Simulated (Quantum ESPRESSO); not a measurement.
# Ta: 7 runs along one coordinate

System: Ta (P6₃/mmc, 2 atoms in the cell).
Method: Kohn-Sham DFT of a periodic cell, PBE, SSSP 1.3 efficiency PBE, no spin polarisation (Quantum ESPRESSO 7.5).

The 7 runs differ only in the geometry, by an even scaling of the cell at fixed fractional positions. The structure derives from a Materials Project entry.

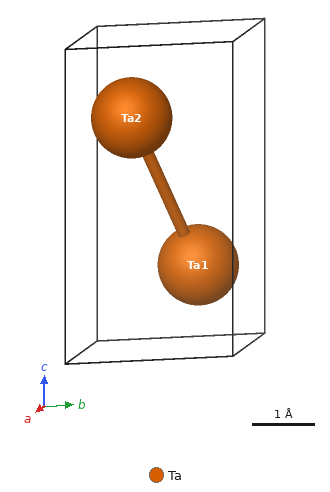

Figure 1. The structure of run 4 (ball-and-stick view of the cell of the calculation, seen slightly off an axis; atoms are numbered from 1 in the order of the input).

## Input of run 4
```
&CONTROL
  calculation = 'scf'
  prefix = 'pwscf'
  outdir = './tmp'
  pseudo_dir = './pseudo'
  tprnfor = .true.
  tstress = .true.
  disk_io = 'low'
/
&SYSTEM
  ibrav = 0
  nat = 2
  ntyp = 1
  ecutwfc = 55
  ecutrho = 440
  nbnd = 20
  occupations = 'smearing'
  smearing = 'fd'
  degauss = 0.00367493
/
&ELECTRONS
  conv_thr = 4d-10
  electron_maxstep = 120
  mixing_beta = 0.5
/
ATOMIC_SPECIES
Ta   180.9479 Ta_pbe_v1.uspp.F.UPF
CELL_PARAMETERS angstrom
   2.9003720726    0.0000000000    0.0000000000
  -1.4501860363    2.5117958953    0.0000000000
   0.0000000000    0.0000000000    5.1662740000
ATOMIC_POSITIONS crystal
Ta     0.3333333333    0.6666666667    0.2500000000
Ta     0.6666666667    0.3333333333    0.7500000000
K_POINTS automatic
11 11 5 0 0 0
```

## File pp_density.in of run 4
```
&INPUTPP
  prefix = 'pwscf'
  outdir = './tmp'
  filplot = 'density.dat'
  plot_num = 0
/
&PLOT
  nfile = 1
  filepp(1) = 'density.dat'
  iflag = 3
  output_format = 6
  fileout = 'density.cube'
/
```

## File pp_potential.in of run 4
```
&INPUTPP
  prefix = 'pwscf'
  outdir = './tmp'
  filplot = 'potential.dat'
  plot_num = 11
/
&PLOT
  nfile = 1
  filepp(1) = 'potential.dat'
  iflag = 3
  output_format = 6
  fileout = 'potential.cube'
/
```

Command:
```bash
OMP_NUM_THREADS=1 pw.x -in pw.in > pw.out
OMP_NUM_THREADS=1 pp.x -in pp_density.in > pp_density.out
OMP_NUM_THREADS=1 pp.x -in pp_potential.in > pp_potential.out
```

Run 5 has the same physical settings and fractional positions; its lattice vectors (Å) are:
```
   2.919580    0.000000    0.000000
  -1.459790    2.528431    0.000000
   0.000000    0.000000    5.200489
```

## Results, with one run withheld

| run | volume per atom (Å³) | free energy per atom, from the lowest run given (meV) | pressure (GPa) |
| --- | --- | --- | --- |
| 1 | 17.689 | 35.57 | 11.83 |
| 2 | 18.066 | 13.38 | 7.06 |
| 3 | 18.442 | 1.86 | 2.74 |
| 4 | 18.819 | 0.00 | −1.17 |
| 5 | 19.195 | ? | ? |
| 6 | 19.571 | 21.70 | −7.92 |
| 7 | 19.948 | 43.69 | −10.83 |

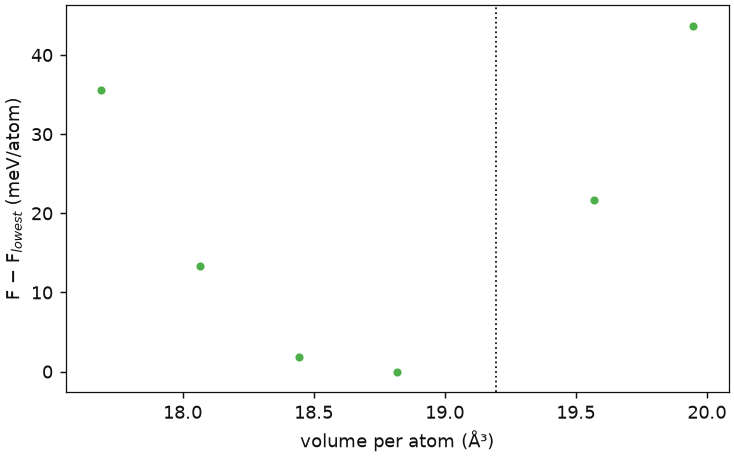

Figure 2. Free energy per atom of the runs given; the dotted line marks run 5.

Fit the runs given and predict run 5.

A cubic polynomial in V^(−2/3) (the Birch–Murnaghan form), fitted to the 6 runs given, misses them by at most 0.02 meV per atom. With x = V^(−2/3) − 0.14180 Å⁻², it reads F = −0.37608 − 278.07 x + 1.2415e+06 x² − 2.9771e+05 x³ (meV per atom). At run 5 it gives 6.90 meV per atom, and the run itself gives 6.89. The slope of the fit gives a pressure −dF/dV of −4.67 GPa there, and the run prints −4.72 GPa. The fit has its minimum at 18.706 Å³ per atom, where V d²F/dV² gives 190 GPa. Cell shape and fractional positions are held, so this is the stiffness under even scaling; the relaxed bulk modulus wasn't computed.

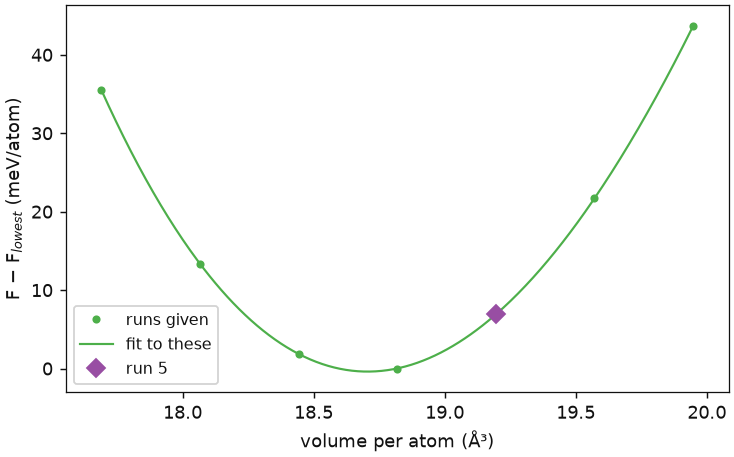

Figure 3. The fit and the withheld run.

## Some lines of the output (run 5)
```
[...]
     unit-cell volume          =     259.0671 (a.u.)^3
     number of k points=    48  Fermi-Dirac smearing, width (Ry)=  0.0037
     total energy              =    -283.72064622 Ry
     total energy              =    -283.72368793 Ry
     total energy              =    -283.72421545 Ry
     total energy              =    -283.72423184 Ry
     total energy              =    -283.72423367 Ry
     total energy              =    -283.72423371 Ry
     the Fermi energy is    17.7535 ev
!    total energy              =    -283.72423371 Ry
     The total energy is F=E-TS. E is the sum of the following terms:
     Computing stress (Cartesian axis) and pressure
          total   stress  (Ry/bohr**3)                   (kbar)     P=      -47.16
```

Notes on the run: negative rho. Spin–orbit coupling is left out, which matters for Ta.
